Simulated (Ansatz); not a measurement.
**Single-point calculation, with input and output: WSe2**

- system: WSe2 (Pm, 6 atoms in the cell)
- method: DFT PBEsol, scalar-relativistic, plane waves, PAW, no spin polarisation (Ansatz 0.2.0)

The structure derives from an entry of the Crystallography Open Database. It belongs to a series of runs on one base structure; here: mode 11 (245.6 1/cm) frozen in, largest displacement -0.200 A. Figures and captions count atoms from 1; the log counts them from 0 in places.

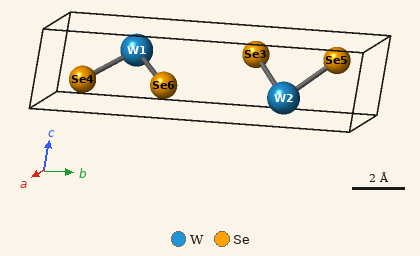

Figure 1. The structure (ball-and-stick view of the cell of the calculation, set on other vectors, seen slightly off an axis; atoms are numbered from 1 in the order of the input). An atom can appear more than once, as a periodic image.

### Summary

| quantity | value |
| --- | --- |
| outcome | converged |
| space group (tolerance 0.01 Å) | Pm (6) |
| electrons treated | 92 |
| free energy | −42212.2196 eV |
| Fermi energy | 13.264 eV |
| gap on the k-point mesh | 0.59 eV |
| pressure | 4.16 GPa |
| largest force (length of the vector) | 6.986 eV/Å |
| hardware | 2 threads of Arm Neoverse V1, 24 GiB of memory available, shared host |
| wall time | 75 s (CPU time 2.5 min) |
| peak memory | 0.87 GiB |

### Notes

Spin–orbit coupling is left out, which matters for W.

### The input
```yaml
crystal:
  lattice:
    - [3.2711504299, 0.0, 0.0]
    - [-1.6355752149, 2.8328993719, 0.0]
    - [0.0, 0.0, 13.2206659015]
  atoms:
    - { symbol: W, position: [0.333337932, 0.6666700331, 0.25] }
    - { symbol: W, position: [0.7251935875, 0.376178013, 0.75] }
    - { symbol: Se, position: [0.2651398891, 0.6167456008, 0.623386149] }
    - { symbol: Se, position: [0.6667310854, 0.3333804911, 0.123386149] }
    - { symbol: Se, position: [0.2651398891, 0.6167456008, 0.876613851] }
    - { symbol: Se, position: [0.6667310854, 0.3333804911, 0.376613851] }
basis:
  ecutwfc: 420
kpoints:
  mp_grid: { grid: [12, 12, 2] }
hamiltonian:
  xc: pbesol
scf:
  occupations: { method: gaussian, width: 0.05 }
output:
  forces: true
  stress: true
  eigenvalues: true
  write_density: true
  write_potential: true
  elf: true
  volumetric_format: npy
```

Command:
```bash
ansatz run input.yaml --threads 2 --pin off --max-ram 5120MiB --backend cpu --events-out ev --progress --plain --runs-dir out
```

### Output
```
Engine: ansatz 0.2.0, aarch64-unknown-linux-gnu
Pseudopotentials: kind: paw
Pseudopotential: W, paw, valence charge 14, recommended cutoff 420 eV (normal), W.paw.azcp
Pseudopotential: Se, paw, valence charge 16, recommended cutoff 420 eV (normal), Se.paw.azcp
Functional definition: PBEsol
  exchange = pbesol_x
  correlation = pbesol_c
Crystal: 6 atoms, lattice volume = 122.514 Å³
Basis set: ecut = 420 eV, 2457 PW (Γ), exchange–correlation on 48×48×180 points (8 copies of the dense FFT grid, shifted against one another)
Bands: 56, of which v1, the nominal top of the filled ones, is band 46 counted from 1 (45 counted from 0)
Symmetry: 2 space group operations
Space group: Pm (ITA 6), of the structure as read, at distance tolerance 5.0e-5 Å
k-points: 148 of 288 (time reversal used)
Non-local potential: W, projectors of the file, l = 0: 3, l = 1: 2, l = 2: 2, l = 3: 1
Non-local potential: Se, projectors of the file, l = 0: 2, l = 1: 2, l = 2: 3, l = 3: 1
PAW form: soft (Blöchl's): semilocal exchange-correlation on the pseudo side does not see the compensation charge
PAW frozen core: W, regenerated for the run's functional, and the local potential with it (the file was generated under x = pbe(κ = 0.804, μ = 0.2195149727645171), c = pbe(β = 0.06672455060314922))
PAW frozen core: Se, regenerated for the run's functional, and the local potential with it (the file was generated under x = pbe(κ = 0.804, μ = 0.2195149727645171), c = pbe(β = 0.06672455060314922))
PAW one-centre angular grid: W, 590 points (default); XC on 64 Gauss nodes
PAW one-centre angular grid: Se, 590 points (default); XC on 64 Gauss nodes
Initial density: superposition of atomic densities (neutral atoms: chi_scale 0, normalization atom), corrected by the library's trained network
Initial wavefunctions: pseudopotential atomic-orbital guess
Functional: x = pbesol(κ = 0.804, μ = 0.12345679012345678), c = pbesol(β = 0.046)
SCF iter   1: F=—  HF=-42212.229435 eV  |F-HF|=—  |Δ(HF+E_count)|=         —  Δρ=6.09e-3  dr2=9.90e-2  ethr=1.77e-3  ⟨swp⟩=6.3  Hψ=29453  notcnv=0  defer=10
preconditioner: auto → Resta (q_TF=auto, 2.601 Å⁻¹)  ε∞=6.0  [insulator: Δε(μ)=0.661 eV  Ē_g=8.996 eV  σ=0.050 eV  W_gap=1.00  n_scr=40 (ndim 8)  ℏωp=20.1 eV  f_vac=0.062  D(μ)=0.00/eV (n_scr^D=0)  ε∞_Penn≈6.0]
SCF iter   2: F=—  HF=-42212.220794 eV  |F-HF|=—  |Δ(HF+E_count)|=   8.64e-3  Δρ=3.43e-3  dr2=1.24e-2  ethr=1.08e-4  ⟨swp⟩=2.0  Hψ=10760  notcnv=0  defer=355
SCF iter   3: F=—  HF=-42212.219978 eV  |F-HF|=—  |Δ(HF+E_count)|=   8.15e-4  Δρ=1.65e-3  dr2=4.71e-3  ethr=1.35e-5  ⟨swp⟩=2.0  Hψ=9733  notcnv=0  defer=355
SCF iter   4: F=—  HF=-42212.219637 eV  |F-HF|=—  |Δ(HF+E_count)|=   3.41e-4  Δρ=2.71e-4  dr2=2.49e-4  ethr=5.11e-6  ⟨swp⟩=2.0  Hψ=9955  notcnv=0  defer=355
SCF iter   5: F=—  HF=-42212.219586 eV  |F-HF|=—  |Δ(HF+E_count)|=   5.16e-5  Δρ=1.33e-4  dr2=5.28e-5  ethr=2.71e-7  ⟨swp⟩=2.0  Hψ=14389  notcnv=0  defer=355
SCF iter   6: F=—  HF=-42212.219566 eV  |F-HF|=—  |Δ(HF+E_count)|=   1.95e-5  Δρ=6.66e-5  dr2=8.60e-6  ethr=5.74e-8  ⟨swp⟩=2.0  Hψ=14496  notcnv=0  defer=372
SCF iter   7: F=—  HF=-42212.219567 eV  |F-HF|=—  |Δ(HF+E_count)|=   7.33e-7  Δρ=3.90e-5  dr2=4.81e-6  ethr=9.35e-9  ⟨swp⟩=2.0  Hψ=14339  notcnv=0  defer=377
SCF iter   8: F=—  HF=-42212.219566 eV  |F-HF|=—  |Δ(HF+E_count)|=   4.92e-7  Δρ=8.90e-6  dr2=1.62e-7  ethr=5.23e-9  ⟨swp⟩=2.0  Hψ=9670  notcnv=0  defer=379
SCF iter   9: F=-42212.219566 eV  HF=-42212.219566 eV  |F-HF|=7.64e-9  |Δ(HF+E_count)|=   6.38e-8  Δρ=2.95e-6  dr2=1.12e-8  ethr=1.09e-10  ⟨swp⟩=13.9  Hψ=55777  notcnv=0
SCF 1 converged in 9 iterations: F = -42212.219566 eV  dr2 = 1.12e-8
  greatest PAW one-centre occupation: 1.000 electrons in one spin orbital (limit 2), on the Se atom at site 4 (counted from 0), in its partial waves of l = 2
```

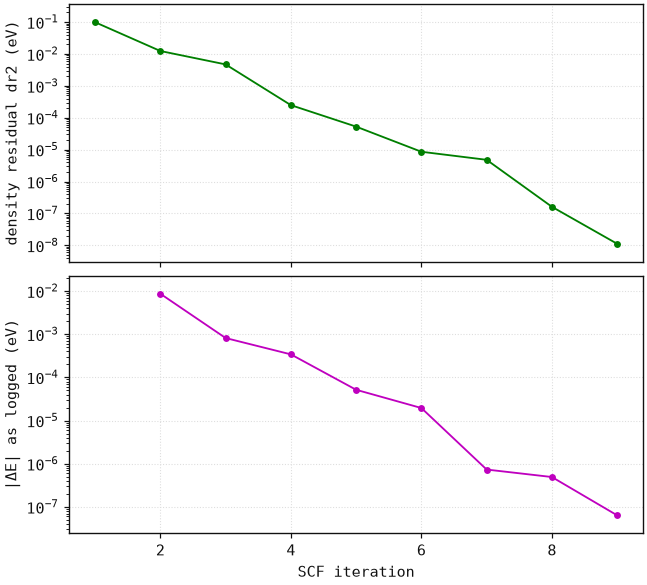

Figure 2. Convergence of the self-consistent field: density residual dr2 and size of the energy change against the SCF iteration. The residual falls at every step.

```
SCF converged after 9 iterations
Free energy (F): -42212.219566 eV
Harris-Foulkes:  -42212.219566 eV  (|F-HF|=7.64e-9)
Internal energy: -42212.219566 eV  (E = F + TS)
E sigma→0 (E₀):  -42212.219566 eV
Fermi energy:    13.264157 eV
--- Per-component energies (eV) ---
  E_band       = -1711.182680
  E_kinetic    = 1383.203414
  E_local      = -11800.918474  (includes V_loc(G=0)·N_el)
  E_nonlocal   = -2361.449468
  E_hartree    = 5663.371143
  E_xc         = -947.021500
  E_vxc        = -873.900178  (∫ρ·V_xc dr)
  E_paw        = -24344.644840  (= ΣΔE_a)
  E_vpaw       = 615.142710  (= ΣTr[D̂ρ^β])
  E_aug_tail   = -0.002557  (compensation charges beyond the density's cutoff)
  E_ewald      = -9809.234671
  E_core_change = 4.477386  (= ΣΔE_core)
  E_smearing   = -0.000000  (= −TS)
  E_closure    = -0.000000  (closes the sum)
  Σ components = -42212.219566   (vs F -42212.219566, Δ=0.00e0)
--- Forces (eV/Å), atoms counted from 1 ---
  atom   1  W     -0.00452494    -0.00181038     0.00000000
  atom   2  W     -5.36709314    -4.47243163     0.00000000
  atom   3  Se     2.68473211     2.23960558    -1.76038753
  atom   4  Se     0.00107388    -0.00248613    -0.00776761
  atom   5  Se     2.68473211     2.23960558     1.76038753
  atom   6  Se     0.00107388    -0.00248613     0.00776761
  max |Σ_I F_I| component: 6.11e-6 eV/Å
--- Stress (GPa, compression-positive) ---
        5.360760       2.782831       0.000000
        2.782831      -0.531693       0.000000
        0.000000       0.000000       7.648074
  P = ⅓ Tr σ = 4.1590 GPa (41.590 kbar)
--- Band table (eV; the first three rows and the last of 148) ---
  k-point 0: bands = ["-61.5438", "-61.4275", "-35.2333", "-35.2331", "-35.2302", "-35.2300", "-35.2191", "-35.2190", "-35.2185", "-35.2184", "-35.2024", "-35.2023", "-35.1901", "-35.1899", "-35.1889", "-35.1887", "-35.1782", "-35.1779", "-35.1760", "-35.1752", "-35.1666", "-35.1655", "-25.8695", "-25.8448", "-25.6906", "-25.6898", "-25.6377", "-25.5240", "-2.6797", "-2.4808", "-1.4630", "-1.1254", "5.5373", "6.4797", "8.8870", "9.8416", "9.9962", "9.9964", "10.1128", "10.3382", "11.1566", "11.1589", "11.4745", "11.4927", "12.4134", "12.7739", "13.6625", "14.5388", "15.3790", "15.3797", "15.5555", "15.5670", "15.9765", "16.7025", "17.3628", "18.4435"]
  k-point 1: bands = ["-61.5438", "-61.4275", "-35.2333", "-35.2331", "-35.2302", "-35.2300", "-35.2191", "-35.2190", "-35.2185", "-35.2184", "-35.2024", "-35.2023", "-35.1901", "-35.1899", "-35.1889", "-35.1887", "-35.1781", "-35.1779", "-35.1760", "-35.1752", "-35.1666", "-35.1655", "-25.8695", "-25.8448", "-25.6906", "-25.6898", "-25.6377", "-25.5241", "-2.5952", "-2.5882", "-1.2848", "-1.2843", "5.9191", "5.9570", "9.4788", "9.7948", "9.8757", "9.9961", "9.9962", "10.5448", "10.5497", "11.1572", "11.1591", "12.1169", "12.3244", "12.7765", "13.6619", "14.5558", "15.3786", "15.3843", "15.5554", "15.5634", "15.9701", "16.6850", "17.5179", "18.3530"]
  k-point 2: bands = ["-61.5431", "-61.4268", "-35.2332", "-35.2331", "-35.2302", "-35.2299", "-35.2190", "-35.2187", "-35.2185", "-35.2181", "-35.2023", "-35.2023", "-35.1902", "-35.1899", "-35.1890", "-35.1888", "-35.1780", "-35.1777", "-35.1758", "-35.1751", "-35.1666", "-35.1656", "-25.8663", "-25.8413", "-25.7070", "-25.6945", "-25.6436", "-25.5385", "-2.5755", "-2.3767", "-1.4010", "-1.0711", "5.6699", "6.6107", "8.8261", "9.5808", "9.6746", "9.9551", "10.1016", "10.3775", "10.8273", "10.9754", "11.5192", "11.5388", "12.3096", "12.3370", "13.8503", "14.5135", "15.1555", "15.1737", "15.4135", "15.5633", "15.6186", "16.7739", "17.9374", "18.8850"]
  k-point 147: bands = ["-61.5325", "-61.4163", "-35.2338", "-35.2329", "-35.2268", "-35.2268", "-35.2195", "-35.2183", "-35.2141", "-35.2137", "-35.2041", "-35.2010", "-35.1916", "-35.1910", "-35.1907", "-35.1893", "-35.1759", "-35.1755", "-35.1749", "-35.1735", "-35.1667", "-35.1646", "-25.9407", "-25.8471", "-25.8166", "-25.7918", "-25.7488", "-25.6242", "-0.5298", "-0.5068", "-0.2936", "-0.2745", "5.8471", "5.9348", "6.9500", "7.0285", "7.9026", "8.0818", "9.2639", "9.3304", "10.0676", "10.3572", "10.6065", "11.2839", "11.4803", "12.9696", "14.3506", "14.7488", "14.8620", "15.1922", "15.4279", "16.0281", "16.7842", "16.8122", "16.9623", "17.3571"]
```

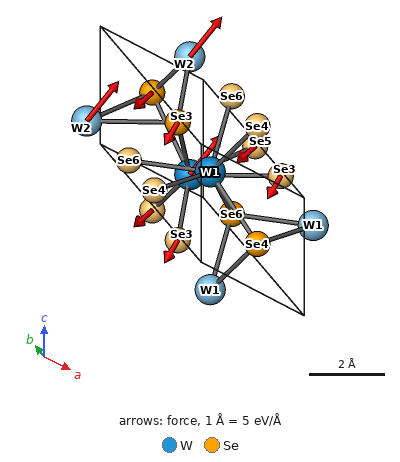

Figure 3. Forces on the atoms as red arrows (ball-and-stick view of the cell of the calculation, set on other vectors, seen slightly off an axis; neighbours outside the cell are drawn fainter; atoms are numbered from 1 in the order of the input); the smallest are left out. The largest act on W2 (6.99 eV/Å); Se3, Se5 (3.91 eV/Å). The geometry is not a stationary point of this energy.

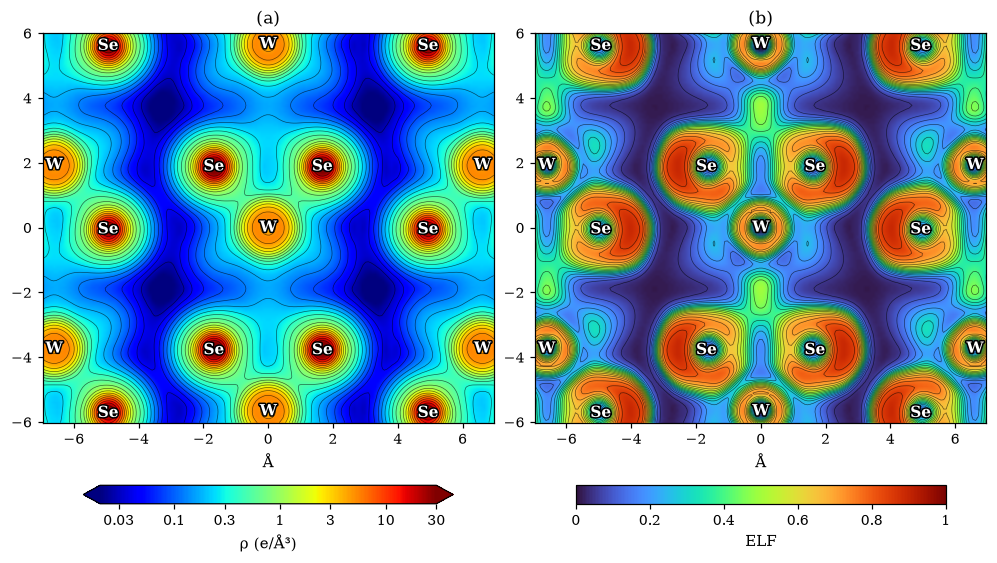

Figure 4. (a) valence charge density (pseudo); (b) electron localisation function on the (101) plane of the conventional cell. Atoms in the plane: W and Se. W–Se (2.52 Å): ρ is about 0.56 e/Å³ halfway; the ELF is about 0.55 at the midpoint. W–Se (2.62 Å): ρ at the midpoint is about 0.46 e/Å³; the ELF is about 0.50 at the midpoint. Away from the nuclei the density in this plane falls to 0.02 e/Å³ at its lowest. The strong features right at W lie inside the PAW spheres (semicore, d or f shells) and say nothing about bonding. In a PAW calculation such maps are meaningful between the atoms, not at the nuclei.

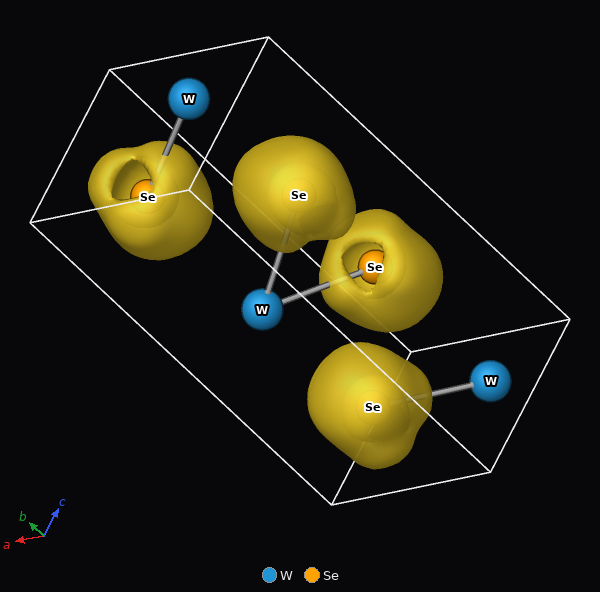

Figure 5. Isosurface of the electron localisation function at 0.7 (yellow), seen at an oblique angle. Only the valence region is drawn (cores and ρ < 0.01 e/Å³ removed). Sticks mark near contacts. The outline is the cell set on symmetry axes. Values along the shortest contacts: W–Se (2.27 Å): the ELF is about 0.55 at the midpoint. W–Se (2.52 Å): the ELF is about 0.55 at the midpoint.
